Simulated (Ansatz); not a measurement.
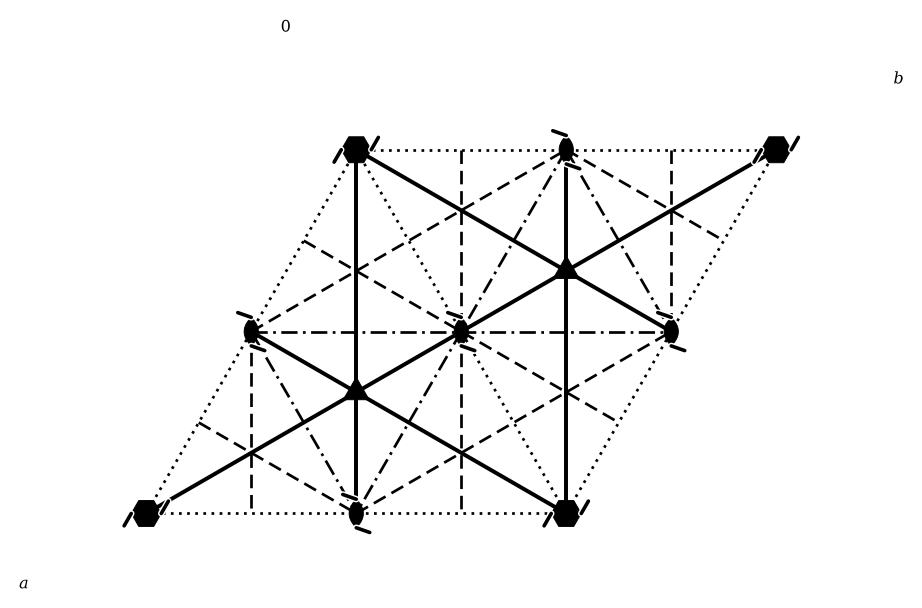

Symmetry elements of a space group, projected down c, computed from the operations of a computed or model structure of composition ZnS.

Symbols follow the International Tables: origin at the upper left, the third axis towards the viewer; heavy, dashed, dotted, dash-dotted and dash-dot-dot lines are mirror, in-plane glide, out-of-plane glide, diagonal (n; with arrows d) and double (e) glide planes seen edge on; arrows at the rim are 2 (full head) and 2₁ (half head) axes in the plane; the corner sign is a plane parallel to the page; fractions are heights. Handed screw axes carry their printed symbol instead of tails.

### Which space group is it?

P6_3mc, No. 186; primitive hexagonal, point group 6mm, 12 general positions a cell.

### List the elements shown.

6₃ axes along c at (0, 0); 3 axes along c at (1/3, 2/3), (2/3, 1/3); 2₁ axes along c at (0, 1/2), (1/2, 0), (1/2, 1/2); mirror planes holding c and [1 2 0] or [2 1 0] or [−1 1 0]; in-plane glide planes holding c and [1 2 0] or [2 1 0] or [−1 1 0]; c glide planes normal to a*, at x = 0; n glide planes normal to a*, at x = 1/2; c glide planes normal to b*, at y = 0; n glide planes normal to b*, at y = 1/2; c glide planes holding c and [1 1 0]; diagonal glide planes holding c and [1 1 0]. Heights repeat every half period; positions are (a, b) fractions, modulo 1.
